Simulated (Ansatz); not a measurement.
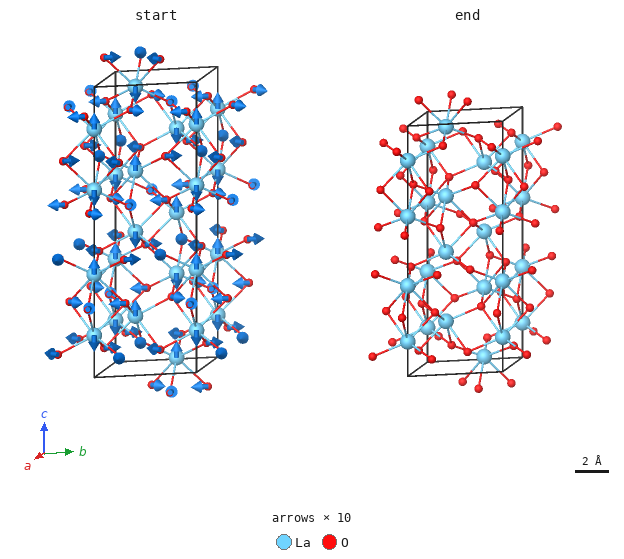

The structure of solid La2O3 (built on the corundum type) before (left) and after (right) a relaxation, at one scale. The blue arrows give the displacements (the part carried along by the change of the cell is left out), 10 times their true length.

Style: ball-and-stick. Shown: the conventional cell (3 times the calculation's cell), slightly off an axis. Lengths and directions refer to the drawn axes.

Level of theory: DFT, PBE, plane waves, PAW in Ansatz. (plane-wave cutoff 420 eV; k-point mesh 4 × 4 × 4; occupations fermi dirac; smearing width 0.02 eV; no spin polarisation; cell and atoms relaxed; force threshold 0.005 eV/Å)

Question: Describe what moved and what it gained.

Answer: The largest moves relative to the cell, 0.11 Å, are those of O atoms. Largest moves by element: O 0.11 Å, La 0.11 Å. The drawn cell changes as follows: a = b 6.739 → 6.257 Å (−7.2 %), c 18.331 → 15.806 Å (−13.8 %); the volume changes by −25.7 %. Among the contacts that change: La–La 3.850 → 3.530 Å, La–O 2.816 → 2.517 Å, La–O 2.606 → 2.408 Å. Bond angles that change, for instance: La–O–La 119.4° → 112.7°, O–La–O 162.3° → 156.0°, O–La–O 102.6° → 107.7°. The space group stays R-3c (No. 167). After 6 accepted moves (9 points after the start) the energy has fallen by 431 meV per atom. Largest force component: 0.28 eV/Å at the start, 0.00044 eV/Å at the end. The pressure goes from −17.53 to 0.00 GPa. The line search rejected the trial step at point 4 of the run. The SCF was repeated twice at an unchanged geometry on a basis and grid sized afresh for the cell, which shifted the energy by 3.3 meV per atom at most. The run took 33 s on 2 threads of AMD EPYC 7R13 Processor (Zen 3), on a shared host, peak memory 0.84 GiB.
